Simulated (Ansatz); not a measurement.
## Electronic structure of WS$_{2}$ in real space

```
W S
1.0
     3.19719    0.00000    0.00000
    -1.59860    2.76885    0.00000
     0.00000    0.00000   18.26131
W S
3 6
Direct
  0.00000 0.00000 0.00000
  0.66667 0.33333 0.33333
  0.33333 0.66667 0.66667
  0.00000 0.00000 0.24773
  0.66667 0.33333 0.58106
  0.33333 0.66667 0.91440
  0.66667 0.33333 0.08560
  0.33333 0.66667 0.41894
  0.00000 0.00000 0.75227
```

Space group R-3m; started from the CdCl2 (3R octahedral) bulk prototype, which need not be the ambient phase.

All numbers below come from DFT, r2SCAN, plane waves, PAW in Ansatz 0.2.0.

The density is the valence pseudo-density of a PAW calculation; it isn't the true density close to the nuclei.

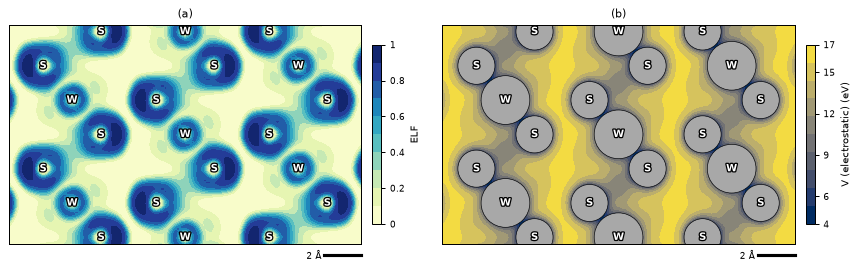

Figure 1. (a) ELF; (b) electrostatic potential (local pseudopotential plus Hartree) felt by an electron on the (110) plane of the conventional cell. Grey discs cover the atomic cores in the potential map.

**Describe what can be read from this map.**

- The section cuts through W and S sites.
- W–S (2.42 Å): the ELF peaks at about 0.85 in the valence shell of S, 0.8 Å from its nucleus, and is about 0.40 at the midpoint.
- The features right at W lie inside the PAW spheres, where the map follows smoothed inner orbitals and isn't to be read closely.
- Outside the cores the potential energy rises away from the atoms and is highest about 2.4 Å from the nearest atoms; its zero is arbitrary.

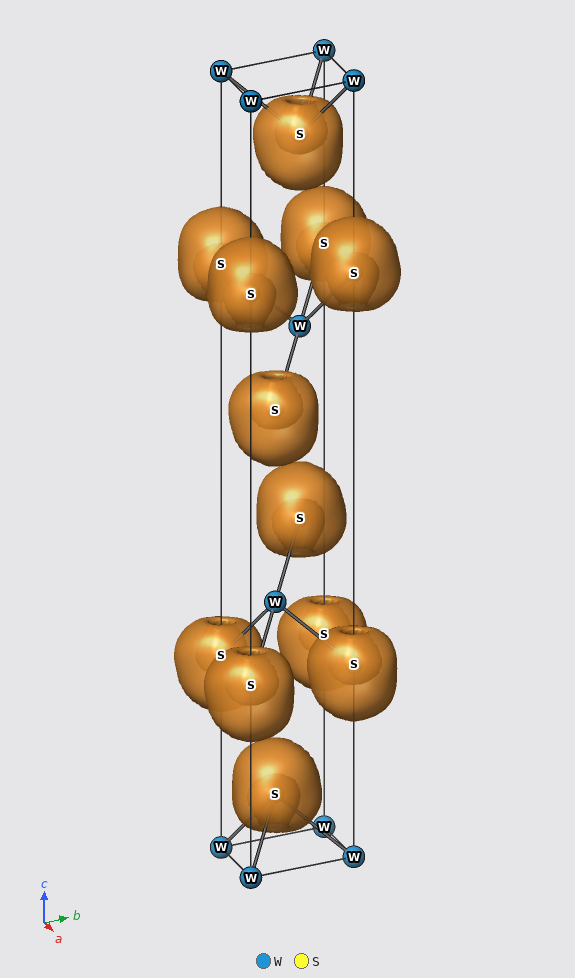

Figure 2. Isosurface of the ELF at 0.75 (orange), seen slightly off an axis. Core shells and regions of very low density are left out. Sticks mark near contacts.

**Describe the localisation domains.**

The ELF exceeds this value in six regions wrapped around S (the valence shell of each), counted in one cell of 9 atoms. Any copies at cell faces, edges or corners count once.
